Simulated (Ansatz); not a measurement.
**SiS$_{2}$: a changed input and its effect**

System: SiS$_{2}$ (Ibam, 6 atoms in the cell).
Method of run 1: DFT, PBE, plane waves, PAW, no spin polarisation (Ansatz 0.2.0).

The structure derives from an entry of the Crystallography Open Database. The geometry comes from this level: r2scan-rvv10 (a point of a series of volumes). Text and figures count atoms from 1; the logs count them from 0 in places.

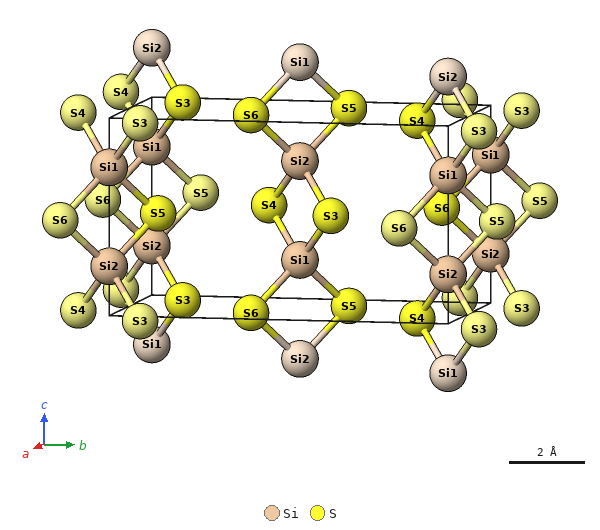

The input geometry (ball-and-stick view of the cell 2 times as large as that of the calculation, set on its symmetry axes, seen slightly off an axis; neighbours outside the cell are drawn fainter; atoms are numbered from 1 in the order of the input).

## Input, run 1
```yaml
crystal:
  lattice:
    - [-2.6681915018, 4.6859987977, 2.685950959]
    - [2.6681915018, -4.6859987977, 2.685950959]
    - [2.6681915018, 4.6859987977, -2.685950959]
  atoms:
    - { symbol: Si, position: [0.75, 0.75, 0.0] }
    - { symbol: Si, position: [0.25, 0.25, 0.0] }
    - { symbol: S, position: [0.1177775532, 0.2122162803, 0.3299938336] }
    - { symbol: S, position: [0.8822224468, 0.7877837197, 0.6700061664] }
    - { symbol: S, position: [0.6177775532, 0.2877837197, 0.9055612729] }
    - { symbol: S, position: [0.3822224468, 0.7122162803, 0.0944387271] }
kpoints:
  mp_grid: { grid: [4, 4, 4] }
hamiltonian:
  xc: pbe
scf:
  occupations: { method: fermi_dirac, width: 0.02 }
  n_extra_bands: 5
output:
  forces: true
  stress: true
  eigenvalues: true
basis:
  ecutwfc: 260
```

Command:
```bash
ansatz run input.yaml --threads 2 --pin off --max-ram 3686MiB --backend cpu --events-out ev --progress --plain --runs-dir out
```

Hardware: 2 threads of Intel Xeon (Sapphire Rapids), 192 GiB of memory available, shared host.

## Output, shortened to warnings, some set-up lines, iterations and results (run 1)
```
Warning: basis.ecutwfc = 260 eV is below the records' recommended 420 eV, and the density's cutoff is lower with it unless basis.ecutrho_ratio is high enough to keep the records' density cutoff: compare with a run at a higher cutoff
Basis set: ecut = 260 eV, 1261 PW (Γ), exchange–correlation on 64×64×64 points (8 copies of the dense FFT grid, shifted against one another)
Symmetry: 8 space group operations
k-points: 18 of 64
Initial density: superposition of atomic densities (neutral atoms: chi_scale 0, normalization atom), corrected by the library's trained network
[...]
SCF iter   1: F=—  HF=-4883.056949 eV  |F-HF|=—  |Δ(HF+E_count)|=         —  Δρ=2.47e-3  dr2=2.94e-3  ethr=1.77e-3  ⟨swp⟩=7.2  Hψ=2231  notcnv=0
SCF iter   2: F=—  HF=-4883.052040 eV  |F-HF|=—  |Δ(HF+E_count)|=   4.91e-3  Δρ=1.32e-3  dr2=9.10e-4  ethr=9.20e-6  ⟨swp⟩=2.0  Hψ=871  notcnv=0  defer=18
SCF iter   3: F=—  HF=-4883.053207 eV  |F-HF|=—  |Δ(HF+E_count)|=   1.17e-3  Δρ=5.27e-4  dr2=9.69e-5  ethr=2.84e-6  ⟨swp⟩=2.0  Hψ=562  notcnv=0  defer=18
SCF iter   4: F=—  HF=-4883.053409 eV  |F-HF|=—  |Δ(HF+E_count)|=   2.02e-4  Δρ=9.59e-5  dr2=1.59e-5  ethr=3.03e-7  ⟨swp⟩=2.0  Hψ=644  notcnv=0  defer=18
SCF iter   5: F=—  HF=-4883.053421 eV  |F-HF|=—  |Δ(HF+E_count)|=   1.19e-5  Δρ=2.48e-5  dr2=1.69e-6  ethr=4.96e-8  ⟨swp⟩=2.1  Hψ=574  notcnv=0  defer=18
SCF iter   6: F=-4883.053421 eV  HF=-4883.053421 eV  |F-HF|=1.43e-8  |Δ(HF+E_count)|=   5.21e-7  Δρ=2.73e-6  dr2=1.38e-8  ethr=3.13e-10  ⟨swp⟩=8.4  Hψ=1943  notcnv=0
SCF 1 converged in 6 iterations: F = -4883.053421 eV  dr2 = 1.38e-8
SCF converged after 6 iterations
Free energy (F): -4883.053421 eV
Harris-Foulkes:  -4883.053421 eV  (|F-HF|=1.43e-8)
Internal energy: -4883.053421 eV  (E = F + TS)
E sigma→0 (E₀):  -4883.053421 eV
Fermi energy:    5.346155 eV
--- Per-component energies (eV) ---
  E_band       = -60.366489
  E_kinetic    = 523.688706
  E_local      = -796.738564  (includes V_loc(G=0)·N_el)
  E_nonlocal   = 166.485933
  E_hartree    = 260.899160
  E_xc         = -504.058392
  E_vxc        = -449.958833  (∫ρ·V_xc dr)
  E_paw        = -3427.720616  (= ΣΔE_a)
  E_vpaw       = -25.644360  (= ΣTr[D̂ρ^β])
  E_aug_tail   = 0.000134  (compensation charges beyond the density's cutoff)
  E_ewald      = -1105.609784
  E_smearing   = -0.000000  (= −TS)
  E_closure    = 0.000000  (closes the sum)
  Σ components = -4883.053421   (vs F -4883.053421, Δ=0.00e0)
--- Forces (eV/Å), atoms counted from 1 ---
  atom   1  Si     0.00000000     0.00000000     0.00000000
  atom   2  Si     0.00000000     0.00000000     0.00000000
  atom   3  S      1.25689909     1.20753969    -0.00000000
  atom   4  S     -1.25689909    -1.20753969     0.00000000
  atom   5  S     -1.25689909     1.20753969     0.00000000
  atom   6  S      1.25689909    -1.20753969     0.00000000
  max |Σ_I F_I| component: 4.44e-16 eV/Å
--- Stress (GPa, compression-positive) ---
        9.152418       0.000000       0.000000
        0.000000       8.881645       0.000000
        0.000000       0.000000      12.264028
  P = ⅓ Tr σ = 10.0994 GPa (100.994 kbar)
```

The input of run 2 differs as follows (lines with − go, lines with + come):
```diff
-    - [-2.6681915018, 4.6859987977, 2.685950959]
-    - [2.6681915018, -4.6859987977, 2.685950959]
-    - [2.6681915018, 4.6859987977, -2.685950959]
+    - [-2.8490083912, 5.0035576109, 2.867971364]
+    - [2.8490083912, -5.0035576109, 2.867971364]
+    - [2.8490083912, 5.0035576109, -2.867971364]
```

Predict how the results change.

With the same functional and potentials, run 2 lies 49.9 meV per atom lower. The gap on the mesh goes from 2.96 to 2.46 eV. The pressure goes from 10.10 to −4.37 GPa. The largest force goes from 1.743 to 1.333 eV/Å. The volume per atom goes from 22.39 to 27.26 Å³. The number of SCF iterations is the same. The plane waves at Γ go from 1261 to 1573.

## Output, shortened to warnings, some set-up lines, iterations and results (run 2)
```
Warning: basis.ecutwfc = 260 eV is below the records' recommended 420 eV, and the density's cutoff is lower with it unless basis.ecutrho_ratio is high enough to keep the records' density cutoff: compare with a run at a higher cutoff
Basis set: ecut = 260 eV, 1573 PW (Γ), exchange–correlation on 72×72×72 points (8 copies of the dense FFT grid, shifted against one another)
Symmetry: 8 space group operations
k-points: 18 of 64
Initial density: superposition of atomic densities (neutral atoms: chi_scale 0, normalization atom), corrected by the library's trained network
[...]
SCF iter   1: F=—  HF=-4883.349724 eV  |F-HF|=—  |Δ(HF+E_count)|=         —  Δρ=2.18e-3  dr2=2.41e-3  ethr=1.77e-3  ⟨swp⟩=7.2  Hψ=2213  notcnv=0
SCF iter   2: F=—  HF=-4883.351334 eV  |F-HF|=—  |Δ(HF+E_count)|=   1.61e-3  Δρ=1.17e-3  dr2=5.24e-4  ethr=7.54e-6  ⟨swp⟩=2.0  Hψ=882  notcnv=0  defer=18
SCF iter   3: F=—  HF=-4883.352638 eV  |F-HF|=—  |Δ(HF+E_count)|=   1.30e-3  Δρ=4.18e-4  dr2=1.01e-4  ethr=1.64e-6  ⟨swp⟩=2.0  Hψ=561  notcnv=0  defer=18
SCF iter   4: F=—  HF=-4883.352900 eV  |F-HF|=—  |Δ(HF+E_count)|=   2.62e-4  Δρ=5.68e-5  dr2=1.04e-5  ethr=3.16e-7  ⟨swp⟩=2.1  Hψ=636  notcnv=0  defer=18
SCF iter   5: F=—  HF=-4883.352966 eV  |F-HF|=—  |Δ(HF+E_count)|=   6.61e-5  Δρ=2.29e-5  dr2=1.57e-6  ethr=3.25e-8  ⟨swp⟩=2.1  Hψ=551  notcnv=0  defer=18
SCF iter   6: F=-4883.352967 eV  HF=-4883.352967 eV  |F-HF|=1.92e-8  |Δ(HF+E_count)|=   1.15e-6  Δρ=3.68e-6  dr2=3.50e-8  ethr=3.13e-10  ⟨swp⟩=8.0  Hψ=1898  notcnv=0
SCF 1 converged in 6 iterations: F = -4883.352967 eV  dr2 = 3.50e-8
SCF converged after 6 iterations
Free energy (F): -4883.352967 eV
Harris-Foulkes:  -4883.352967 eV  (|F-HF|=1.92e-8)
Internal energy: -4883.352967 eV  (E = F + TS)
E sigma→0 (E₀):  -4883.352967 eV
Fermi energy:    3.305308 eV
--- Per-component energies (eV) ---
  E_band       = -102.460349
  E_kinetic    = 502.341224
  E_local      = -878.350958  (includes V_loc(G=0)·N_el)
  E_nonlocal   = 163.136592
  E_hartree    = 287.058995
  E_xc         = -495.804208
  E_vxc        = -439.115898  (∫ρ·V_xc dr)
  E_paw        = -3426.294262  (= ΣΔE_a)
  E_vpaw       = -24.590692  (= ΣTr[D̂ρ^β])
  E_aug_tail   = 0.000134  (compensation charges beyond the density's cutoff)
  E_ewald      = -1035.440484
  E_smearing   = -0.000000  (= −TS)
  E_closure    = 0.000000  (closes the sum)
  Σ components = -4883.352967   (vs F -4883.352967, Δ=0.00e0)
--- Forces (eV/Å), atoms counted from 1 ---
  atom   1  Si     0.00000000     0.00000000    -0.00000000
  atom   2  Si     0.00000000     0.00000000     0.00000000
  atom   3  S     -0.96280880    -0.92169810    -0.00000000
  atom   4  S      0.96280880     0.92169810     0.00000000
  atom   5  S      0.96280880    -0.92169810    -0.00000000
  atom   6  S     -0.96280880     0.92169810     0.00000000
  max |Σ_I F_I| component: 1.11e-16 eV/Å
--- Stress (GPa, compression-positive) ---
       -3.713311      -0.000000      -0.000000
       -0.000000      -3.457142      -0.000000
       -0.000000      -0.000000      -5.938791
  P = ⅓ Tr σ = -4.3697 GPa (-43.697 kbar)
```

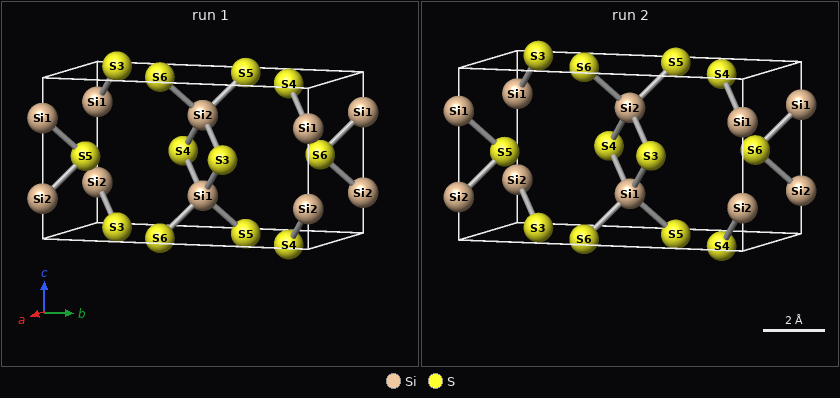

The two input geometries at one scale (ball-and-stick view of the cell 2 times as large as that of the calculation, set on its symmetry axes, seen slightly off an axis). No atom moves by more than 0.005 Å relative to the cell. Cell: a 5.336 → 5.698 Å (+6.8 %), b 9.372 → 10.007 Å (+6.8 %), c 5.372 → 5.736 Å (+6.8 %). Volume +21.7 %. Among the contacts that change: Si1–S3 2.075 → 2.215 Å.

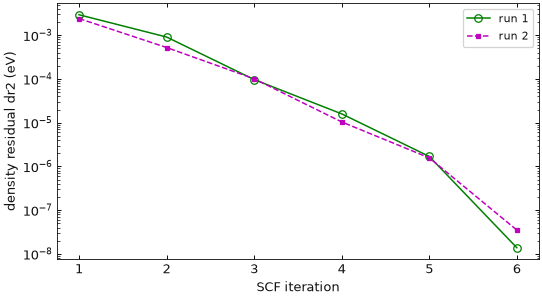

Convergence of the two runs: density residual dr2 against the SCF iteration. Run 1 takes 6 iterations in all, and run 2 takes 6.

## The two runs side by side

```tsv
quantity	run 1	run 2
outcome	converged	converged
free energy per atom (eV)	−813.8422	−813.8922
gap on the mesh (eV)	2.96	2.46
pressure (GPa)	10.10	−4.37
volume per atom (Å³)	22.39	27.26
largest force (eV/Å)	1.743	1.333
SCF iterations	6	6
irreducible k-points	18	18
plane waves at Γ	1261	1573
wall time (shared host)	1.4 s	1.6 s
```

For both runs: Warnings: the cutoff is below the recommended one.
